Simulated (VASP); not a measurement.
## PbS: a changed input and its effect

System: PbS (C2/m, 4 atoms in the cell).
Method of run 1: DFT, PBE, plane waves, PAW (VASP 6.6.1).

The structure derives from an entry of the Crystallography Open Database. The geometry comes from this level: r2scan-rvv10 (a point of a series of strains). 

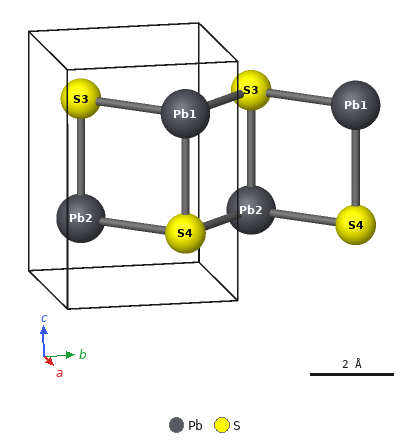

Fig. 1: The input geometry (ball-and-stick view of the cell of the calculation, repeated 1 × 2 × 1, seen slightly off an axis; atoms are numbered from 1 in the order of the input). An atom can appear more than once, as a periodic image.

## INCAR, run 1
```
ENCUT = 520.000000
SIGMA = 0.020000
EDIFF = 1.00e-07
GGA = PE
PREC = Accurate
IBRION = -1
ISIF = 2
ISMEAR = -1
NBANDS = 28
NELM = 120
NSW = 0
LASPH = .TRUE.
LCHARG = .FALSE.
LWAVE = .FALSE.
LREAL = .FALSE.
```

## KPOINTS, run 1
```
KPOINTS created by Atomic Simulation Environment
0
Gamma
6 6 4
0 0 0
```

## KPOINTS_OPT, run 1
```
special points
7
Reciprocal
0.0000000000 0.0000000000 0.0000000000 1
0.0000000000 0.0000000000 0.5000000000 1
-0.4998273751 0.4998273751 0.5000000000 1
-0.5000000000 0.5000000000 0.0000000000 1
-0.5000000000 0.0000000000 0.5000000000 1
-0.5000000000 0.0000000000 0.0000000000 1
0.0000000000 0.5000000000 0.5000000000 1
```

## POSCAR, run 1
```
Pb S
 1.0000000000000000
     2.9812687020999999   -2.9956266916000001    0.2885572983000000
     2.9812687020999999    2.9956266916000001    0.2885572983000000
    -0.5888557884000000    0.0000000000000000    5.9261748062999997
 Pb  S
   2   2
Cartesian
  4.0301694101905881 -0.0000000000000001  4.8774718226708336
  1.3435122056094104 -0.0000000000000000  1.6258175802291672
  1.0494264714943267 -0.0000000000000000  4.5891190285657633
  4.3242551443056723  0.0000000000000002  1.9141703743342382
```

Launched with:
```bash
mpirun -np 1 vasp_std
```

Hardware: 1 CPU thread, shared host.

## OSZICAR and lines of OUTCAR (run 1)
```
N       E                     dE             d eps       ncg     rms          rms(c)
DAV:   1     0.421057320297E+03    0.42106E+03   -0.18941E+04  2632   0.154E+03
DAV:   2     0.297817652239E+02   -0.39128E+03   -0.37957E+03  2668   0.404E+02
DAV:   3    -0.162764589836E+02   -0.46058E+02   -0.44703E+02  3428   0.155E+02
DAV:   4    -0.184409178875E+02   -0.21645E+01   -0.21553E+01  3088   0.348E+01
DAV:   5    -0.185312976222E+02   -0.90380E-01   -0.90363E-01  3504   0.746E+00    0.628E+00
DAV:   6    -0.175037194993E+02    0.10276E+01   -0.24960E+00  3668   0.965E+00    0.402E+00
DAV:   7    -0.175158669811E+02   -0.12147E-01   -0.41550E-01  2828   0.262E+00    0.270E+00
[...]
       N       E                     dE             ncg
DAV:   1     0.477459535543E+04   -0.50353E+04      392
DAV:   2     0.203859923619E+04   -0.27360E+04      396
DAV:   3     0.172172264905E+04   -0.31688E+03      492
DAV:   4     0.170592892165E+04   -0.15794E+02      456
DAV:   5     0.170521560580E+04   -0.71332E+00      556
DAV:   6     0.170520260728E+04   -0.12999E-01      512
DAV:   7     0.170520212738E+04   -0.47991E-03      568
DAV:   8     0.170520212384E+04   -0.35344E-05      496
DAV:   9     0.170520212376E+04   -0.83987E-07      320
[... from OUTCAR:]
   NELECT =      40.0000    total number of electrons
 E-fermi :   5.7116
  free  energy   TOTEN  =       -17.5222857774 eV
  energy  without entropy=      -17.5222853927  energy(sigma->0) =      -17.52228559
```

The input of run 2 differs as follows (lines with − go, lines with + come):
```diff
-     2.9812687020999999   -2.9956266916000001    0.2885572983000000
-     2.9812687020999999    2.9956266916000001    0.2885572983000000
-    -0.5888557884000000    0.0000000000000000    5.9261748062999997
+     2.9546766125000001   -2.9689065328000002    0.2906060551000000
+     2.9546766125000001    2.9689065328000002    0.2906060551000000
+    -0.5836033582000000    0.0000000000000000    5.9682506473999997
-  4.0301694101905881 -0.0000000000000001  4.8774718226708336
-  1.3435122056094104 -0.0000000000000000  1.6258175802291672
-  1.0494264714943267 -0.0000000000000000  4.5891190285657633
-  4.3242551443056723  0.0000000000000002  1.9141703743342382
+  3.9942214172859178 -0.0000000000000002  4.9121018725663532
+  1.3315284495140809 -0.0000000000000000  1.6373608850336459
+  1.0400658785259789  0.0000000000000000  4.6217017736410622
+  4.2856839882740205  0.0000000000000002  1.9277609839589371
```

Predict how the results change.

With the same functional and potentials, run 2 lies 1.8 meV per atom higher. The gap on the mesh goes from 0.44 to 0.41 eV. The pressure goes from 0.80 to 1.43 GPa. The volume per atom goes from 26.72 to 26.43 Å³. The SCF takes 15 iterations against 14.

## OSZICAR and lines of OUTCAR (run 2)
```
N       E                     dE             d eps       ncg     rms          rms(c)
DAV:   1     0.418970794454E+03    0.41897E+03   -0.18930E+04  2632   0.154E+03
DAV:   2     0.296561867607E+02   -0.38931E+03   -0.37756E+03  2664   0.405E+02
DAV:   3    -0.162924965392E+02   -0.45949E+02   -0.44599E+02  3428   0.155E+02
DAV:   4    -0.184125714846E+02   -0.21201E+01   -0.21115E+01  3056   0.344E+01
DAV:   5    -0.185041498853E+02   -0.91578E-01   -0.91564E-01  3604   0.748E+00    0.637E+00
DAV:   6    -0.174970998440E+02    0.10071E+01   -0.24778E+00  3652   0.966E+00    0.410E+00
DAV:   7    -0.175088346919E+02   -0.11735E-01   -0.41881E-01  2836   0.263E+00    0.273E+00
[...]
       N       E                     dE             ncg
DAV:   1     0.515377825915E+04   -0.49875E+04      392
DAV:   2     0.240165147639E+04   -0.27521E+04      404
DAV:   3     0.208469945535E+04   -0.31695E+03      492
DAV:   4     0.206931325636E+04   -0.15386E+02      464
DAV:   5     0.206865966970E+04   -0.65359E+00      520
DAV:   6     0.206863387398E+04   -0.25796E-01      528
DAV:   7     0.206863319075E+04   -0.68323E-03      532
DAV:   8     0.206863318476E+04   -0.59869E-05      520
DAV:   9     0.206863318467E+04   -0.97786E-07      348
[... from OUTCAR:]
   NELECT =      40.0000    total number of electrons
 E-fermi :   5.8445
  free  energy   TOTEN  =       -17.5150379894 eV
  energy  without entropy=      -17.5150370784  energy(sigma->0) =      -17.51503753
```

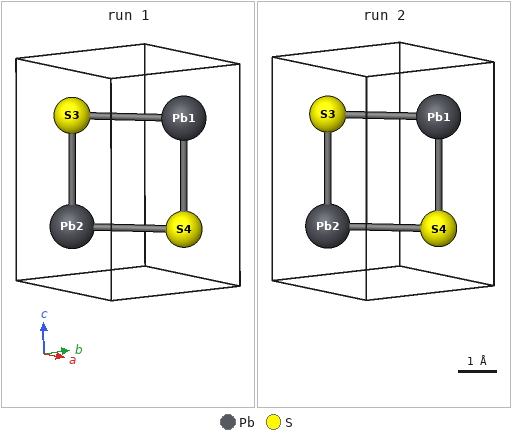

Fig. 2: The two input geometries at one scale (ball-and-stick view of the cell of the calculation, seen at an oblique angle). The atoms keep their places relative to the cell (all moves are under 0.005 Å). The drawn cell changes as follows: a = b 4.236 → 4.199 Å (−0.9 %), c 5.955 → 5.997 Å (+0.7 %), α 90.1° → 90.0°, β 90.1° → 90.0°; the volume changes by −1.1 %. Among the contacts that change: Pb1–S3 2.996 → 2.969 Å, Pb1–S4 2.978 → 2.999 Å.

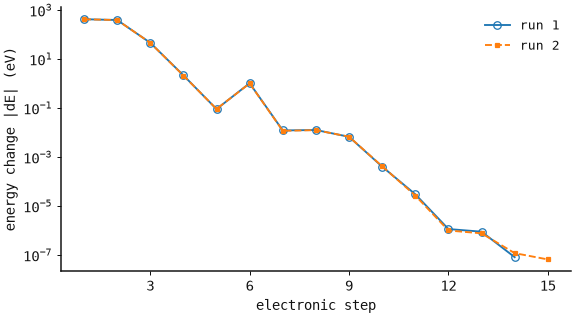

Fig. 3: Convergence of the two runs: energy change |dE| against the electronic step. Run 1 takes 14 steps in all, and run 2 takes 15.

## The two runs side by side

| quantity | run 1 | run 2 |
| --- | --- | --- |
| outcome | converged | converged |
| free energy per atom (eV) | −4.3806 | −4.3788 |
| gap on the mesh (eV) | 0.44 | 0.41 |
| pressure (GPa) | 0.80 | 1.43 |
| volume per atom (Å³) | 26.72 | 26.43 |
| largest force (eV/Å) | 0.000 | 0.000 |
| SCF iterations | 14 | 15 |
| irreducible k-points | 47 | 47 |

For both runs: Spin–orbit coupling is left out, which matters for Pb.
